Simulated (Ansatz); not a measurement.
Run report: Mg, geometry relaxation (part 1 of 2)

Mg (P6₃/mmc, 8 atoms in the cell), computed with DFT PBE, scalar-relativistic, plane waves, PAW, no spin polarisation (Ansatz 0.2.0).

The structure derives from a Materials Project entry. It belongs to a series of runs on one base structure; here: film's bulk on the substrate's plane, third vector and atoms relaxed. Figures and captions count atoms from 1; the log counts them from 0 in places.

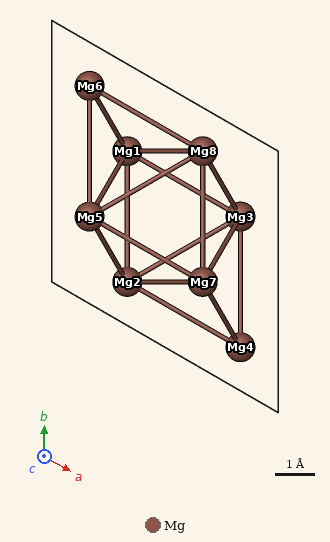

The structure as given in the input (ball-and-stick view of the cell of the calculation, along the c axis; atoms are numbered from 1 in the order of the input). Near neighbours in the crystal (not all of them lie inside the picture): Mg has 12 Mg at 3.11 to 3.37 Å.

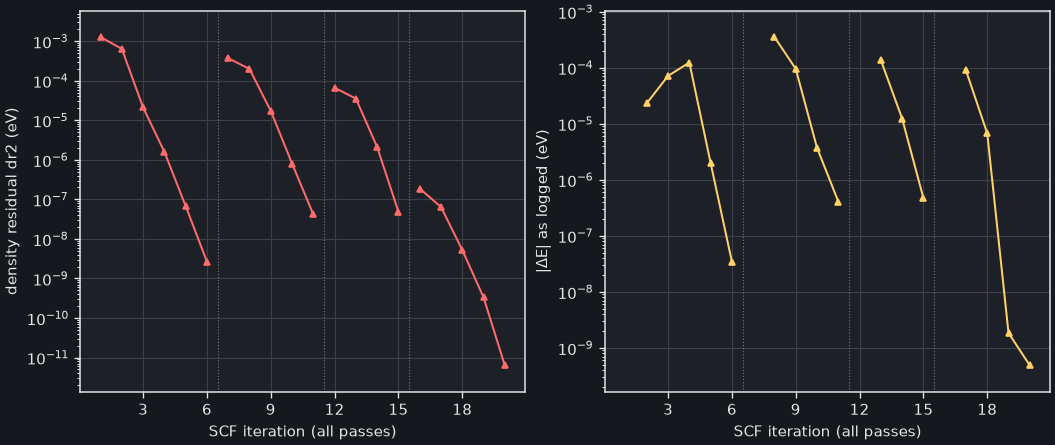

Convergence of the self-consistent field: density residual dr2 and size of the energy change against the SCF iteration. The dotted lines part the SCF passes of the relaxation: geometry steps, rejected trials and re-solves on a re-selected basis. The passes take 6, 5, 4 and 5 iterations.

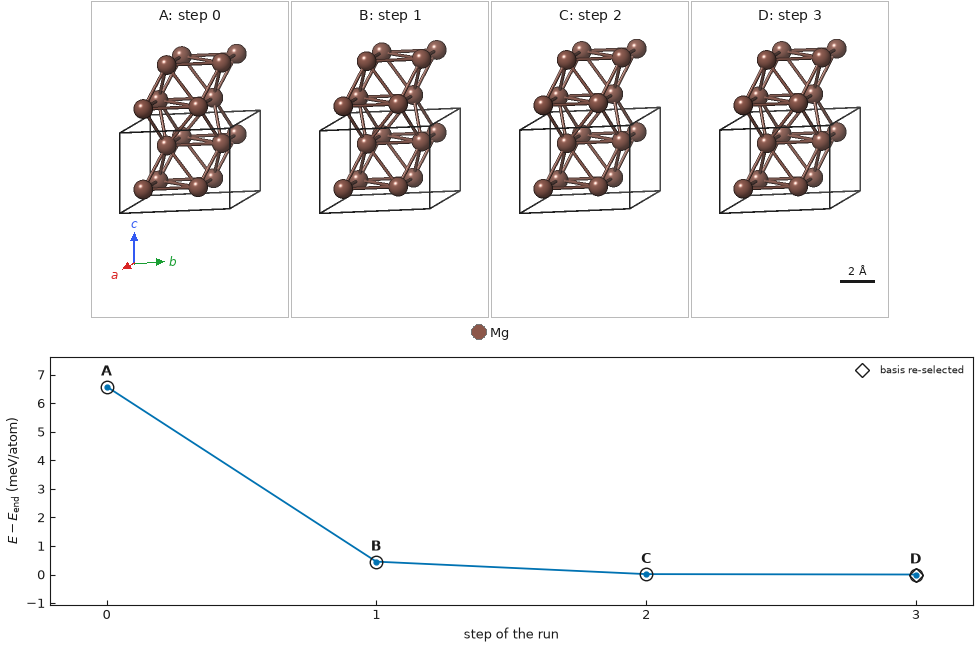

Frames of the relaxation (ball-and-stick view of the cell of the calculation, repeated 1 × 1 × 2, seen slightly off an axis) above the curves, on which the letters mark them (the first geometry is step 0 here and step 1 in the log).

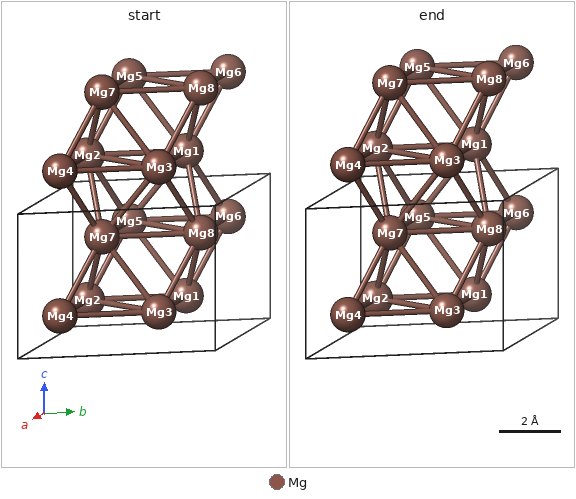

Before (left) and after (right) the relaxation, at one scale (ball-and-stick view of the cell of the calculation, repeated 1 × 1 × 2, seen slightly off an axis). After 2 geometry steps the energy has fallen by 6.6 meV per atom. All forces vanish by symmetry, so only the cell relaxes. The pressure goes from −0.88 to −2.15 GPa. The atoms keep their places relative to the cell (all moves are under 0.005 Å). The drawn cell changes as follows: a = b stay at 6.742 Å, c 4.850 → 5.026 Å (+3.6 %); the volume changes by +3.6 %. Among the contacts that change: Mg1–Mg5 3.109 → 3.179 Å. The space group stays P6_3/mmc (No. 194). A last SCF at the same geometry on a re-selected plane-wave basis shifts the energy by next to nothing (0.0 meV per atom). (Atoms are counted from 1 in the order of the input.)

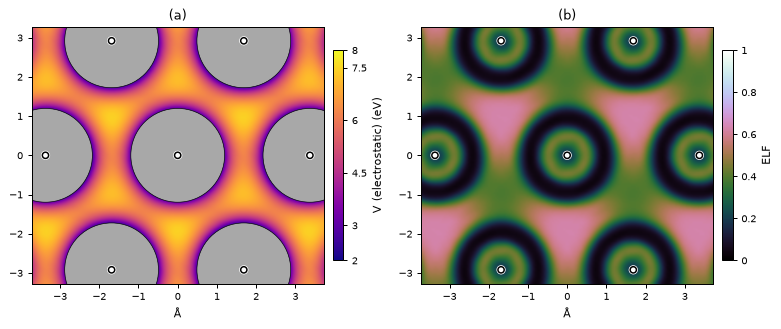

(a) electrostatic potential energy of an electron; (b) electron localisation function on the (001) plane of the calculation cell. Circles mark the nuclei in the plane (Mg). Grey discs, where drawn, cover atomic cores. The section cuts through Mg sites. Mg–Mg (3.37 Å): the ELF is about 0.55 at the midpoint (nearly free electrons, as in a simple metal). The ELF has a maximum of about 0.65 in the space between the atoms. Outside the cores the potential energy rises away from the atoms and is highest about 1.9 Å from the nearest atoms; outside the discs it spans about 5 eV, and its zero is arbitrary. The fields are those of the smooth PAW valence density.

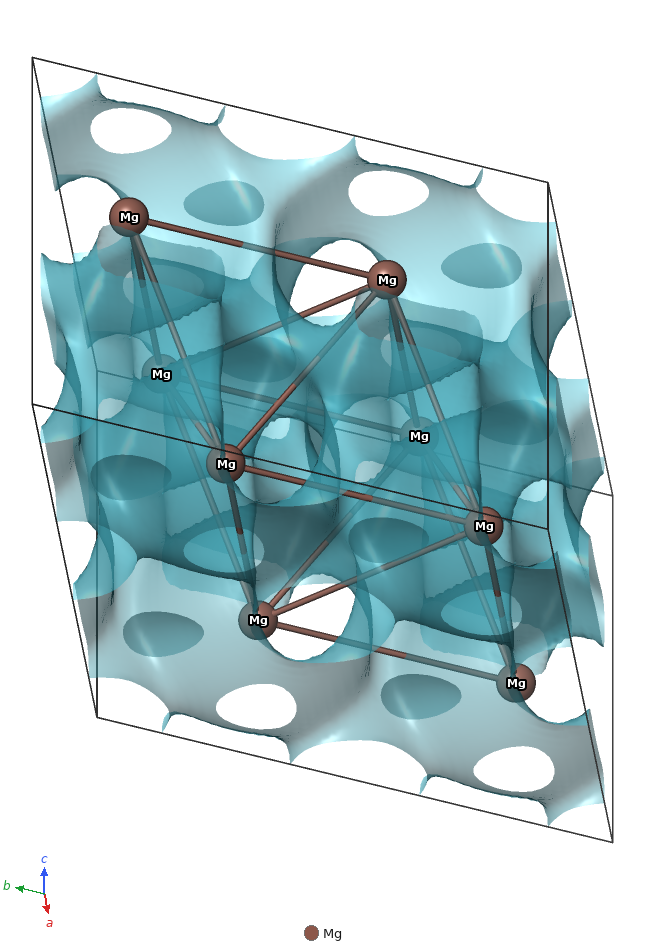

Isosurface of the ELF at 0.5 (cyan), seen at an oblique angle. Only the valence region is drawn (cores and ρ < 0.01 e/Å³ removed). Sticks mark near contacts. The outline is the calculation cell. Along the contacts the grid gives the following. Mg–Mg (3.18 Å): the ELF peaks at about 0.60 between the atoms. Mg–Mg (3.37 Å): the ELF is about 0.55 at the midpoint (metallic bonding.

The input that produced these results follows, with the program's output.

The input:
```yaml
crystal:
  lattice:
    - [6.742363756, 0.0, 0.0]
    - [-3.371181878, 5.8390582943, 0.0]
    - [0.0, 0.0, 4.8500094083]
  atoms:
    - { symbol: Mg, position: [0.3333333333, 0.6666666667, 0.25] }
    - { symbol: Mg, position: [0.3333333333, 0.1666666667, 0.25] }
    - { symbol: Mg, position: [0.8333333333, 0.6666666667, 0.25] }
    - { symbol: Mg, position: [0.8333333333, 0.1666666667, 0.25] }
    - { symbol: Mg, position: [0.1666666667, 0.3333333333, 0.75] }
    - { symbol: Mg, position: [0.1666666667, 0.8333333333, 0.75] }
    - { symbol: Mg, position: [0.6666666667, 0.3333333333, 0.75] }
    - { symbol: Mg, position: [0.6666666667, 0.8333333333, 0.75] }
basis:
  ecutwfc: 420
kpoints:
  mp_grid: { grid: [6, 6, 7] }
hamiltonian:
  xc: pbe
scf:
  occupations: { method: gaussian, width: 0.1 }
output:
  forces: true
  stress: true
  eigenvalues: true
  write_density: true
  write_potential: true
  elf: true
  volumetric_format: npy
relax:
  adjacent_minimum: "off"
  f_tol: 0.01
  max_steps: 50
  cell: { fix: [a, b, gamma], stress_tol: 0.1 }
```

Launched with:
```bash
ansatz run input.yaml --threads 8 --pin off --max-ram 20480MiB --backend cpu --events-out ev --progress --plain --runs-dir out
```

Log:
```
Engine: ansatz 0.2.0, x86_64-unknown-linux-gnu
Pseudopotentials: kind: paw
Pseudopotential: Mg, paw, valence charge 10, recommended cutoff 420 eV (normal), Mg.paw.azcp
Functional definition: PBE
  parameter kappa = 0.804
  parameter beta = 0.06672455060314922
  exchange = pbe_x(kappa = kappa, mu = beta*pi^2/3)
  correlation = pbe_c(beta = beta)
Crystal: 8 atoms, lattice volume = 190.940 Å³
Basis set: ecut = 420 eV, 3713 PW (Γ), exchange–correlation on 96×96×72 points (8 copies of the dense FFT grid, shifted against one another)
Bands: 48, of which v1, the nominal top of the filled ones, is band 40 counted from 1 (39 counted from 0)
Symmetry: 96 space group operations
Space group: P63/mmc (ITA 194), of the structure as read, at distance tolerance 5.8e-5 Å
k-points: 28 of 252
Non-local potential: Mg, projectors of the file, l = 0: 3, l = 1: 2, l = 2: 1
PAW form: soft (Blöchl's): semilocal exchange-correlation on the pseudo side does not see the compensation charge
PAW one-centre angular grid: Mg, 110 points (default); XC on 64 Gauss nodes
Initial density: superposition of atomic densities (neutral atoms: chi_scale 0, normalization atom), corrected by the library's trained network
Initial wavefunctions: pseudopotential atomic-orbital guess
Functional: x = pbe(κ = 0.804, μ = 0.2195149727645171), c = pbe(β = 0.06672455060314922)
SCF iter   1: F=—  HF=-15390.182252 eV  |F-HF|=—  |Δ(HF+E_count)|=         —  Δρ=7.57e-4  dr2=1.28e-3  ethr=1.77e-3  ⟨swp⟩=11.1  Hψ=6571  notcnv=0  defer=1
preconditioner: auto → Kerker (q_TF=auto, 2.360 Å⁻¹)  [metal: Δε(μ)=0.049 eV  Ē_g=4.763 eV  σ=0.100 eV  W_gap=0.27  n_scr=44 (ndim 8)  ℏωp=10.7 eV  f_vac=0.000  D(μ)=3.26/eV (n_scr^D=20)]
SCF iter   2: F=—  HF=-15390.182229 eV  |F-HF|=—  |Δ(HF+E_count)|=   2.33e-5  Δρ=5.15e-4  dr2=6.40e-4  ethr=1.60e-6  ⟨swp⟩=2.0  Hψ=1942  notcnv=0  defer=1
SCF iter   3: F=—  HF=-15390.182300 eV  |F-HF|=—  |Δ(HF+E_count)|=   7.15e-5  Δρ=8.94e-5  dr2=2.11e-5  ethr=8.00e-7  ⟨swp⟩=2.0  Hψ=1497  notcnv=0  defer=1
SCF iter   4: F=—  HF=-15390.182176 eV  |F-HF|=—  |Δ(HF+E_count)|=   1.24e-4  Δρ=3.49e-5  dr2=1.60e-6  ethr=2.64e-8  ⟨swp⟩=2.5  Hψ=2273  notcnv=0  defer=1
iter 5 did not close the SCF: its close was put off for the readings that it lacked (scf_convergence_deferred on its scf_iter line)
SCF iter   5: F=-15390.182178 eV  HF=-15390.182178 eV  |F-HF|=2.68e-8  |Δ(HF+E_count)|=   1.99e-6  Δρ=6.73e-6  dr2=6.81e-8  ethr=2.00e-9  ⟨swp⟩=2.0  Hψ=1517  notcnv=0  defer=1
SCF iter   6: F=-15390.182178 eV  HF=-15390.182178 eV  |F-HF|=2.58e-10  |Δ(HF+E_count)|=   3.45e-8  Δρ=1.18e-6  dr2=2.66e-9  ethr=8.51e-11  ⟨swp⟩=9.5  Hψ=7913  notcnv=0
SCF 1 converged in 6 iterations: F = -15390.182178 eV  dr2 = 2.66e-9
  greatest PAW one-centre occupation: 1.000 electrons in one spin orbital (limit 2), on the Mg atom at site 7 (counted from 0), in its partial waves of l = 0
relax step   1: F+E_penalty+E_count = -15390.18217820 eV  Δ(F+E_penalty+E_count) = +0.000e0 eV  max|allowed force component| = 9.541e-18 eV/Å  Δτ_max = 0.0000 Å  P = -0.884 GPa  Ω = 190.940 Å³  fix = [a, b, gamma]  reactions: a -2.527, b -2.527 GPa  (6 SCF iters, dr2 threshold 1.00e-7 eV, accepted)
Crystal: 8 atoms, lattice volume = 196.136 Å³
Basis set: ecut = 420 eV, 3809 PW (Γ), exchange–correlation on 96×96×72 points (8 copies of the dense FFT grid, shifted against one another)
Initial density: handed on by an earlier stage of this run
Initial wavefunctions: those handed on with the density
iter 1 solved again at ethr=4.55e-7 eV; its pass at ethr=3.10e-3 eV (dr2=3.64e-4 eV) is discarded
SCF iter   1: F=—  HF=-15390.231679 eV  |F-HF|=—  |Δ(HF+E_count)|=         —  Δρ=3.60e-4  dr2=3.72e-4  ethr=4.55e-7  ⟨swp⟩=2.1  Hψ=7179  notcnv=0
preconditioner: auto → Kerker (q_TF=auto, 2.350 Å⁻¹)  [metal: Δε(μ)=0.020 eV  Ē_g=4.686 eV  σ=0.100 eV  W_gap=0.11  n_scr=44 (ndim 8)  ℏωp=10.6 eV  f_vac=0.000  D(μ)=3.14/eV (n_scr^D=20)]
SCF iter   2: F=—  HF=-15390.231325 eV  |F-HF|=—  |Δ(HF+E_count)|=   3.54e-4  Δρ=2.62e-4  dr2=1.99e-4  ethr=4.55e-7  ⟨swp⟩=1.0  Hψ=1344  notcnv=0
SCF iter   3: F=—  HF=-15390.231230 eV  |F-HF|=—  |Δ(HF+E_count)|=   9.56e-5  Δρ=7.75e-5  dr2=1.73e-5  ethr=2.49e-7  ⟨swp⟩=1.0  Hψ=1344  notcnv=0
SCF iter   4: F=—  HF=-15390.231226 eV  |F-HF|=—  |Δ(HF+E_count)|=   3.73e-6  Δρ=1.68e-5  dr2=8.06e-7  ethr=2.17e-8  ⟨swp⟩=1.9  Hψ=1968  notcnv=0
SCF iter   5: F=-15390.231225 eV  HF=-15390.231225 eV  |F-HF|=2.78e-9  |Δ(HF+E_count)|=   4.09e-7  Δρ=4.03e-6  dr2=4.15e-8  ethr=1.00e-9  ⟨swp⟩=8.5  Hψ=8357  notcnv=0
SCF 2 converged in 5 iterations: F = -15390.231225 eV  dr2 = 4.15e-8
relax step   2: F+E_penalty+E_count = -15390.23122540 eV  Δ(F+E_penalty+E_count) = -4.905e-2 eV  max|allowed force component| = 4.554e-18 eV/Å  Δτ_max = 0.0000 Å  P = -1.859 GPa  Ω = 196.136 Å³  energy of the carried Pulay correction = -8.315e-5 eV  fix = [a, b, gamma]  reactions: a -3.090, b -3.090 GPa  (5 SCF iters, dr2 threshold 8.00e-7 eV, accepted)
Crystal: 8 atoms, lattice volume = 197.881 Å³
Basis set: ecut = 420 eV, 3857 PW (Γ), exchange–correlation on 96×96×72 points (8 copies of the dense FFT grid, shifted against one another)
iter 1 solved again at ethr=8.57e-8 eV; its pass at ethr=3.10e-3 eV (dr2=6.86e-5 eV) is discarded
```
